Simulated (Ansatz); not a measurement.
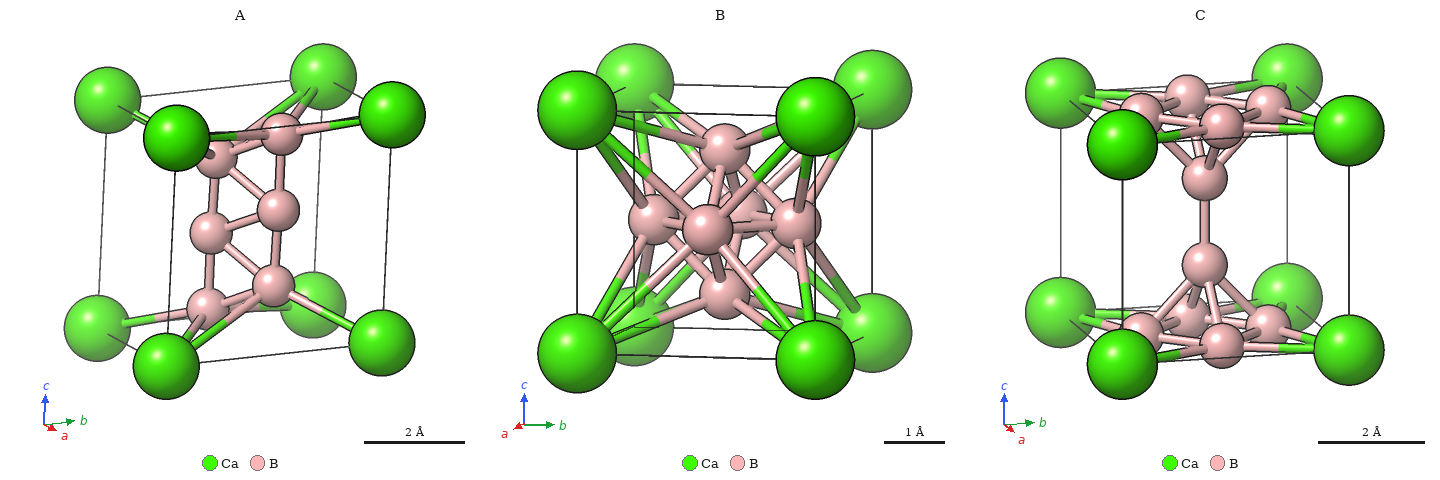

Three structures of CaB$_{6}$, each relaxed to rest (conventional cells in solid outline, small ones repeated, each panel with its own scale). Method: DFT PBE, scalar-relativistic, plane waves, PAW (Ansatz 0.2.0), without spin polarisation.

### Name the structure in each panel.

A: 7 atoms a cell on a primitive triclinic lattice, P-1; B: CaB₆ type, Pm-3m; C: 7 atoms a cell on a primitive tetragonal lattice, P4/mmm.

### Rank them by energy, lowest first.

B, then C (+384 meV/atom) and A (+525 meV/atom), energies at zero smearing.

### Collect the results in a table.

| panel | structure | E − E(lowest) (meV/atom) | volume (Å³/atom) | gap (eV) |
| --- | --- | --- | --- | --- |
| B | Pm-3m | 0 | 10.2 | metal |
| C | P4/mmm | 384 | 12.1 | 1.33 |
| A | P-1 | 525 | 12.8 | metal |

Some of these may be structure types tried for this composition rather than known phases, and the most stable form need not be among them. Gaps are taken on the k-mesh or band path of each run.
